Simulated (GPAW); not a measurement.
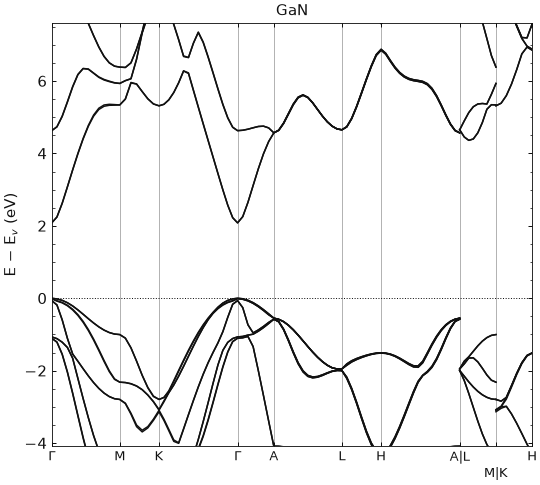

Band structure. Energies are counted from the top of the valence band.

Q: Which Bravais lattice do the labels of the path belong to?

A: A hexagonal (primitive) lattice: the path Γ–M–K–Γ–A–L–H–A|L–M|K–H runs through the special points of its Brillouin zone.

This input was run:

```python
import numpy as np
from ase.dft.bandgap import bandgap
from ase.io import write
from ase.spacegroup import crystal
from ase.units import GPa
from gpaw import GPAW, PW
from gpaw.spinorbit import soc_eigenstates

# Ga 2b
# N 2b
atoms = crystal(['Ga', 'N'],
                basis=[[0.6666666667, 0.3333333333, 0.5],
                       [0.6666666667, 0.3333333333, 0.875]],
                spacegroup=186, setting=1,  # P6_3mc
                cellpar=[3.18, 3.18, 5.166, 90.0, 90.0, 120.0],
                primitive_cell=True)

calc = GPAW(mode=PW(800),
            xc='MGGA_X_MS2+GGA_C_REGTPSS',
            kpts={'size': (7, 7, 4), 'gamma': True},
            occupations={'name': 'fermi-dirac', 'width': 0.05},
            nbands=18,
            convergence={'density': 1e-05, 'energy': 1e-05},
            maxiter=150,
            txt='gpaw.txt')
atoms.calc = calc
energy = atoms.get_potential_energy()
forces = atoms.get_forces()
stress = atoms.get_stress()
calc.write('gs.gpw')
write('result.traj', atoms)
print(f'Energy: {energy:.6f} eV')
print('Forces (eV/A):')
print(forces.round(4))
print('Stress (GPa):', (stress / GPa).round(3))
print('Fermi level:', round(calc.get_fermi_level(), 4), 'eV')
print(f'Gap: {bandgap(calc)[0]:.4f} eV, direct: {bandgap(calc, direct=True)[0]:.4f} eV')

path = atoms.cell.bandpath('GMKGALHA,LM,KH', npoints=100, eps=1e-4)
bs_calc = calc.fixed_density(kpts=path, symmetry='off', nbands=29,
                             convergence={'bands': 'CBM+6.0', 'eigenstates': 1e-6}, txt='bands.txt')
bs = bs_calc.band_structure()
bs.write('bs.json')
print(f'Gap on the path: {bandgap(bs_calc)[0]:.4f} eV')

soc = soc_eigenstates(bs_calc, theta=0, phi=0, ignore_xc_potential=True)
np.savetxt('soc_bands.dat', soc.eigenvalues(), fmt='%.4f')
mesh = soc_eigenstates('gs.gpw', theta=0, phi=0, ignore_xc_potential=True)
np.savetxt('soc_mesh.dat', mesh.eigenvalues(), fmt='%.4f')
print('Fermi level with spin-orbit coupling:', round(mesh.fermi_level, 4), 'eV')
```

System: wurtzite GaN, space group P6_3mc, 4 atoms in the cell.

Method: MS2, GPAW PAW data sets (gpaw-data 1.2.1), spin-orbit coupling, no magnetisation, 7×7×4 k mesh, 800 eV cutoff, Fermi-Dirac smearing of 0.05 eV (GPAW 26.7.0).

Q: Read off the fundamental gap and say whether it is direct.

A: The material is gapped. The gap along this path is 2.08 eV and direct: both edges lie at Γ.

Q: What are the direct gaps at L, Γ and H?

A: The direct gaps are 6.60 eV at L, 2.08 eV at Γ and 8.36 eV at H.

Q: How much do the top valence band and the lowest conduction band disperse along the path?

A: The top valence band spans 2.8 eV and the lowest conduction band 4.9 eV.

Spin-orbit coupling was added after a scalar SCF, so levels and gaps hold it while energy, forces, pressure and moments don't. This program's spin-orbit splittings come out too wide for heavy elements. The PAW data sets were made with another functional. LDA, GGA and most meta-GGA functionals understate gaps. The cell is at 10 GPa in this functional. The potentials hold the d shell of Ga in the core, which widens gaps.
